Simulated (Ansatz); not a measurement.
## Sampling a charged cell: V_N in Si3N4 (P6_3/m)

Aim: the (+1/0) level of V_N in Si3N4 (P6_3/m) as a function of the k-point sampling, with the cost of each choice. The model is a cell of 126 host atoms with 1 N taken out; the atoms are relaxed once and then held.

Program: Ansatz 0.2.0. Level of theory: plane-wave PAW DFT; relaxations with PBEsol, then single points with PBEsol, on supercells at fixed charge in a uniform background. Results are calculated unless marked as measured.

## Step 1: The starting structure

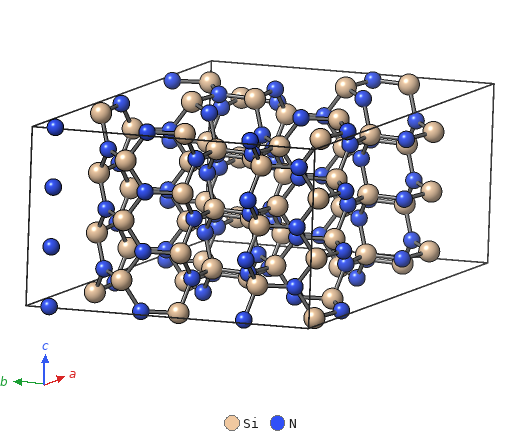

Start, viewed from a free direction; silicon light orange, nitrogen blue. Bonds to atoms that aren't drawn are left out. Some periodic images of atoms are drawn too.

The cell holds 125 atoms: 54 Si and 71 N. Cell: a = 13.206 Å, b = 13.206 Å, c = 8.731 Å, α = 90.0°, β = 90.0°, γ = 120.0°. It derives from Si3N4 (space group P6_3/m). Nearest the centre at fractional (0.576, 0.453, 0.583): Si59 at 1.74 Å, Si100 at 1.74 Å, Si56 at 1.74 Å, N62 at 2.78 Å, N81 at 2.82 Å, N122 at 2.82 Å, N74 at 2.82 Å, N115 at 2.82 Å. The cell carries charge +1.

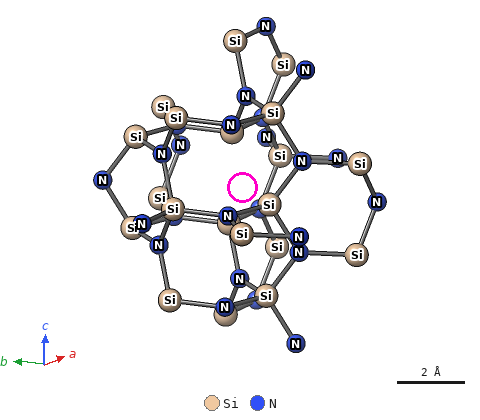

The atoms within 5 Å of the centre. A ring marks the centre wherever it is empty.

Known beforehand: the electronic dielectric constant, (4.29, 4.29, 4.37), and the static one, (8.29, 8.29, 8.24), computed on the host (DFPT, PBEsol).

The cell's shortest repeat is 8.7 Å.

## Step 2: Relaxing both charge states, PBEsol

The study needs fixed structures, so each charge is relaxed once, at one point at (¼, ¼, ¼), from small random displacements that break the symmetry of the site.

File qp1.relax/input.yaml:

```yaml
crystal:
  lattice:
    - [11.43668587, 6.60297367, 0.0]
    - [-11.43668587, 6.60297367, 0.0]
    - [0.0, 0.0, 2.91025578]
  atoms:
    - { symbol: Si, position: [0.0195, 0.806555, 0.75] }
    - { symbol: Si, position: [0.352834, 0.473222, 0.75] }
    - { symbol: Si, position: [0.686167, 0.139889, 0.75] }
    - { symbol: Si, position: [0.212945, 0.0195, 0.25] }
    - { symbol: Si, position: [0.546278, 0.686167, 0.25] }
    - { symbol: Si, position: [0.879612, 0.352834, 0.25] }
    - { symbol: Si, position: [0.139889, 0.453722, 0.25] }
    - { symbol: Si, position: [0.473222, 0.120388, 0.25] }
    - { symbol: Si, position: [0.806555, 0.787055, 0.25] }
    - { symbol: Si, position: [0.193445, 0.212945, 0.75] }
    - { symbol: Si, position: [0.526778, 0.879612, 0.75] }
    - { symbol: Si, position: [0.860111, 0.546278, 0.75] }
    - { symbol: Si, position: [0.120388, 0.647166, 0.75] }
    - { symbol: Si, position: [0.453722, 0.313833, 0.75] }
    - { symbol: Si, position: [0.787055, 0.9805, 0.75] }
    - { symbol: Si, position: [0.313833, 0.860111, 0.25] }
    - { symbol: Si, position: [0.647166, 0.526778, 0.25] }
    - { symbol: Si, position: [0.9805, 0.193445, 0.25] }
    - { symbol: "N", position: [0.0, 0.666667, 0.75] }
    - { symbol: "N", position: [0.333333, 0.333333, 0.75] }
    - { symbol: "N", position: [0.666667, 0.0, 0.75] }
    - { symbol: "N", position: [0.0, 0.333333, 0.25] }
    - { symbol: "N", position: [0.333333, 0.0, 0.25] }
    - { symbol: "N", position: [0.666667, 0.666667, 0.25] }
    - { symbol: "N", position: [0.213458, 0.456533, 0.75] }
    - { symbol: "N", position: [0.546792, 0.123199, 0.75] }
    - { symbol: "N", position: [0.880125, 0.789866, 0.75] }
    - { symbol: "N", position: [0.090259, 0.880125, 0.25] }
    - { symbol: "N", position: [0.423592, 0.546792, 0.25] }
    - { symbol: "N", position: [0.756926, 0.213458, 0.25] }
    - { symbol: "N", position: [0.123199, 0.576408, 0.25] }
    - { symbol: "N", position: [0.456533, 0.243074, 0.25] }
    - { symbol: "N", position: [0.789866, 0.909741, 0.25] }
    - { symbol: "N", position: [0.210134, 0.090259, 0.75] }
    - { symbol: "N", position: [0.543467, 0.756926, 0.75] }
    - { symbol: "N", position: [0.876801, 0.423592, 0.75] }
    - { symbol: "N", position: [0.119875, 0.210134, 0.25] }
    - { symbol: "N", position: [0.453208, 0.876801, 0.25] }
    - { symbol: "N", position: [0.786542, 0.543467, 0.25] }
    - { symbol: "N", position: [0.243074, 0.786542, 0.75] }
    - { symbol: "N", position: [0.576408, 0.453208, 0.75] }
    - { symbol: "N", position: [0.909741, 0.119875, 0.75] }
  supercell: [1, 1, 3]
  defects: [{ vacancy: 82 }]
total_charge: 1
basis:
  ecutwfc: 420
  xc_grid: 2
hamiltonian:
  xc: pbesol
  pseudopotentials: { kind: paw, azcp: { folder: soft_1 }, xc_functional: pbe }
kpoints:
  mp_grid: { grid: [1, 1, 1], shift: [0.25, 0.25, 0.25] }
scf:
  occupations: { method: fixed }
  max_iter: 100
output:
  forces: true
  charged_corrections:
    epsilon: [4.29, 4.29, 4.37]
    static_epsilon: [8.29, 8.29, 8.24]
    defect_position: [0.576408, 0.453209, 0.583333]
relax:
  f_tol: 0.015
  max_steps: 60
  random_displacement: { amplitude: 0.04, seed: 4924 }
checkpoint:
  write: "../qp1.relax.run"
  compress: false
  write_wavefunctions: true
  write_every: 100000
```

The run is started by

```console
ansatz run input.yaml --threads 32 --pin off --max-ram 84787MiB --backend cuda --events-out ev --progress --plain --runs-dir out --max-vram 78GiB
```

Numbers of over 12 decimals in the logs are rounded to 6 here.

Output:

```text
[... repeated set-up lines and file paths are left out, and long positions are rounded to six places ...]
Engine: ansatz 0.2.0, aarch64-unknown-linux-gnu
Pseudopotentials: kind: paw
Pseudopotential: Si, paw, valence charge 4, recommended cutoff 420 eV (normal), soft_1/Si.paw.azcp
Pseudopotential: N, paw, valence charge 5, recommended cutoff 420 eV (normal), soft_1/N.paw.azcp
Functional definition: PBEsol
  exchange = pbesol_x
  correlation = pbesol_c
[...]
Crystal: 125 atoms, lattice volume = 1318.628 Å³
Basis set: ecut = 420 eV, 25805 PW (Γ), exchange–correlation on 180×180×120 points (8 copies of the dense FFT grid, shifted against one another)
Bands: 410, of which v1, the nominal top of the filled ones, is band 285 counted from 1 (284 counted from 0)
Symmetry: 1 space group operations
k-points: 1
Non-local potential: Si, projectors of the file, l = 0: 2, l = 1: 2, l = 2: 1
Non-local potential: N, projectors of the file, l = 0: 2, l = 1: 2, l = 2: 1
PAW form: soft (Blöchl's): semilocal exchange-correlation on the pseudo side does not see the compensation charge
PAW frozen core: Si, regenerated for the run's functional, and the local potential with it (the file was generated under x = pbe(κ = 0.804, μ = 0.219515), c = pbe(β = 0.066725))
PAW frozen core: N, regenerated for the run's functional, and the local potential with it (the file was generated under x = pbe(κ = 0.804, μ = 0.219515), c = pbe(β = 0.066725))
PAW one-centre angular grid: Si, 110 points (default); XC on 64 Gauss nodes
PAW one-centre angular grid: N, 110 points (default); XC on 64 Gauss nodes
Initial density: superposition of atomic densities (chi_scale 0.1, normalization cell, long waves kept (reshape's long-wave potential 0.18 eV rms))
Initial wavefunctions: pseudopotential atomic-orbital guess
[...]
Functional: x = pbesol(κ = 0.804, μ = 0.123457), c = pbesol(β = 0.046)
SCF iter   1: F=—  HF=-60684.620983 eV  |Δ(HF+E_count)|=         —  Δρ=1.49e-1  dr2=3.09e2  Hψ=1626
preconditioner: auto → Resta (q_TF=auto, 2.372 Å⁻¹)  ε∞=3.5  [insulator: Δε(μ)=3.785 eV  Ē_g=15.314 eV  n_scr=282 (ndim 8)  ℏωp=24.4 eV  f_vac=0.009  ε∞_Penn≈3.5]
SCF iter   2: F=—  HF=-60590.868571 eV  |Δ(HF+E_count)|=    9.38e1  Δρ=4.83e-2  dr2=1.74e1  Hψ=927
[...]
SCF iter   9: F=-60587.060974 eV  HF=-60587.060970 eV  |Δ(HF+E_count)|=   1.80e-5  Δρ=1.79e-5  dr2=4.62e-6  Hψ=1515
SCF 1 converged in 9 iterations: F = -60587.060974 eV  dr2 = 4.62e-6
[...]
relax step   1: F+E_penalty+E_count = -60587.06097358 eV  Δ(F+E_penalty+E_count) = +0.000e0 eV  max|allowed force component| = 2.793e0 eV/Å  Δτ_max = 0.0000 Å  (9 SCF iters, dr2 threshold 5.63e-6 eV, accepted)
[...]
relax step   2: F+E_penalty+E_count = -60589.14517930 eV  Δ(F+E_penalty+E_count) = -2.084e0 eV  max|allowed force component| = 1.648e0 eV/Å  Δτ_max = 0.0578 Å  (5 SCF iters, dr2 threshold 1.00e-4 eV, accepted)
[...]
relax step   4: F+E_penalty+E_count = -60590.32537511 eV  Δ(F+E_penalty+E_count) = +1.654e-2 eV  max|allowed force component| = 4.150e-1 eV/Å  Δτ_max = 0.0740 Å  (6 SCF iters, dr2 threshold 3.06e-6 eV, rejected (line search))
[...]
relax step   6: F+E_penalty+E_count = -60590.35340762 eV  Δ(F+E_penalty+E_count) = -2.598e-3 eV  max|allowed force component| = 4.806e-2 eV/Å  Δτ_max = 0.0211 Å  (5 SCF iters, dr2 threshold 5.94e-7 eV, accepted)
[...]
relax step   8: F+E_penalty+E_count = -60590.35391872 eV  Δ(F+E_penalty+E_count) = -5.944e-5 eV  max|allowed force component| = 5.717e-3 eV/Å  Δτ_max = 0.0024 Å  (5 SCF iters, accepted)
[...]
NSCF: frozen V_eff on 1 k-points
[...]
SCF converged after 5 iterations
Free energy (F): -60590.353919 eV
Harris-Foulkes:  -60590.353919 eV  (|F-HF|=1.04e-9)
Internal energy: -60590.353919 eV  (E = F + TS)
E sigma→0 (E₀):  -60590.353919 eV
Fermi energy:    7.840991 eV
--- Per-component energies (eV) ---
  E_band       = 445.675654
  E_kinetic    = 11791.132910
  E_local      = -18284.800515  (includes V_loc(G=0)·N_el)
  E_nonlocal   = 3632.678487
  E_hartree    = 6459.377779
  E_xc         = -7299.929049
  E_vxc        = -8037.093420  (∫ρ·V_xc dr)
  E_paw        = -35669.203918  (= ΣΔE_a)
  E_vpaw       = -1575.059220  (= ΣTr[D̂ρ^β])
  E_aug_tail   = 0.063569  (compensation charges beyond the density's cutoff)
  E_ewald      = -21223.372475
  E_core_change = 3.699294  (= ΣΔE_core)
  E_smearing   = -0.000000  (= −TS)
  E_closure    = 0.000000  (closes the sum)
  E_deformation_potential = 16.194943  (in the stress; not in F)
  Σ components = -60590.353919   (vs F -60590.353919, Δ=0.00e0)
--- Forces (eV/Å), atoms counted from 1 ---
  atom   1  Si     0.00076394    -0.00065377     0.00038873
  atom   2  Si    -0.00051550    -0.00043620     0.00016050
  [... 4 atoms left out ...]
  [... 119 more lines of this table ...]
  max |Σ_I F_I| component: 4.62e-5 eV/Å
--- Charged-cell corrections in eV (Makov–Payne, q = +1.000 e, ε = [8.290, 8.290, 8.240]) ---
  F (periodic)     = -60590.353919  (uncorrected; the corrections below are reported, never added to it)
  E_corr1          = +0.218410  (monopole, q²α_M/2ε̄L, of the cell on which ε is isotropic)
  F Makov-Payne    = -60590.135509  (F + E_corr1; no measured alignment; for a localised charge, not one spread in a band: unchecked)
  no potential alignment in this run, which stands beside a crystal: run the host's input off ansatz write-host-input, and read the two finished runs by ansatz place-levels (neither reads a slab, a wire or a sheet, whose cell leaves a vacuum)
--- Band table (eV) ---
  k-point 0: bands = ["-9.8692", "-9.7145", "-9.6692", "-9.2450", "-9.1835", "-9.1594", "-9.0831", "-9.0415", "-8.8981", "-8.7871", [... rest cut ...]
--- Relaxed structure (8 steps of the walk, 7 accepted, 0 SCFs on fresh bases) ---
  F+E_penalty+E_count = -60590.35391872 eV   max|allowed force component| = 5.717e-3 eV/Å
  atoms:
    - { symbol: Si, position: [0.018994, 0.806563, 0.249992] }
    - { symbol: Si, position: [0.352933, 0.473220, 0.249649] }
    [... 4 atoms left out ...]
  [... 119 more lines of this table ...]
```

Wall time 8.8 s (1 × NVIDIA GB200 with 32 threads of Arm Neoverse V2, shared host); peak memory 1.6 GiB; 27 s of CPU time.

The steps of the relaxation:

```tsv
step	energy less that of the first step (eV)	largest force component (eV/Å)
1	0.0000	2.7927
2	-2.0842	1.6477
3	-3.2809	0.2212
4	-3.2644	0.4150
5	-3.2898	0.0975
6	-3.2924	0.0481
7	-3.2929	0.0159
8	-3.2929	0.0057
```

Relaxation step 4 was tried and not accepted.

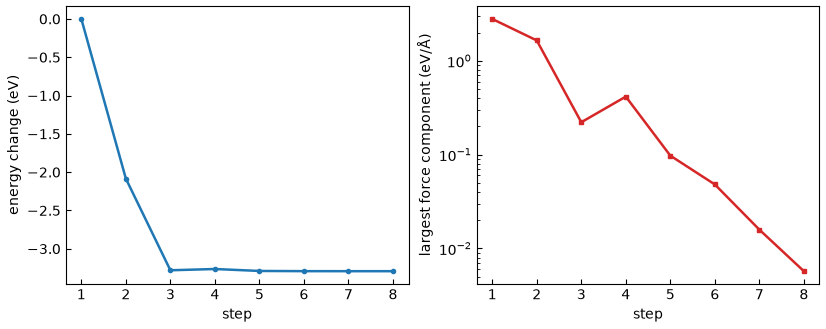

Energy and largest force along the relaxation.

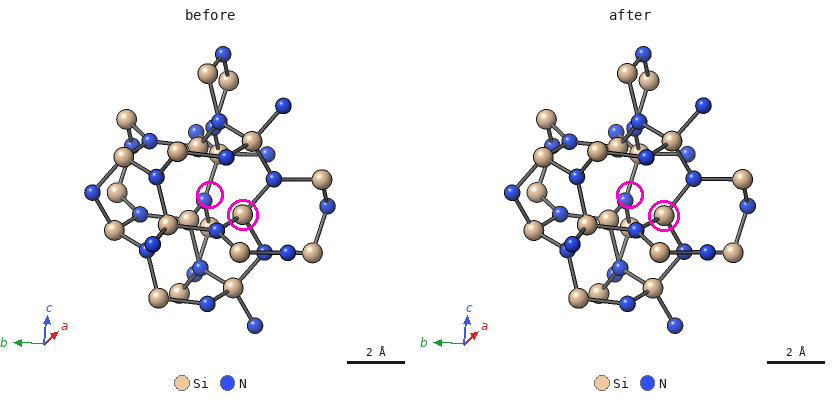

Before and after: the atoms that start within 5 Å of the centre. Si56, which moves most, is ringed if it is among them. A ring with no atom in it marks the empty centre.

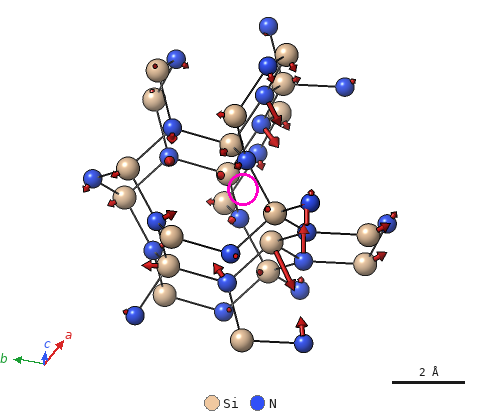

Displacements in the relaxation from the typed sites near the centre, exaggerated, the mean shift taken out; the longest in the cell stands for 0.08 Å. A ring marks the centre wherever it is empty.

The atoms that moved most (Å, from the sites as typed, ahead of the random displacement, the mean shift of all atoms taken out):

```tsv
atom	dx	dy	dz	length
Si56	0.004	-0.081	0.000	0.081
N115	0.019	0.050	-0.008	0.054
N74	0.019	0.049	0.008	0.053
N81	0.008	-0.046	0.020	0.051
N122	0.008	-0.046	-0.020	0.050
N76	0.010	0.035	0.000	0.036
N62	-0.007	0.030	0.000	0.031
Si44	-0.028	0.011	0.000	0.030
```

Neighbours of the ideal centre at the end:

```tsv
atom	distance (Å)
Si100	1.728
Si59	1.730
Si56	1.819
N62	2.757
N122	2.778
N115	2.778
N81	2.779
N74	2.780
N107	2.835
N66	2.837
```

```tsv
charge	moment set (μB)	steps	largest displacement (Å)	time
0	1	14	0.22	18 s
+1	0	8	0.08	8.8 s
```

The relaxation ends 26 meV an atom lower than the displaced start, with a largest force component of 0.0057 eV/Å.

(Continued in part 2 of 2.)

[Logs are printed without paths, hosts, clocks, repeated set-up lines and the standing remarks that a program may print on its own settings, such as how far it seeks lower states.]

[Hosts, paths, dates, database ids (printed as entryN), source tags and the programs' standing remarks are cut or masked in the printed files.]

[Where a table of states has a column of steps, it counts the stored structures, which are thinned; the runs took as many ionic steps or more.]

[For some hosts the program warned that the k-mesh of the response run may be too coarse for force constants and the static dielectric constant; such warnings are not shown here.]
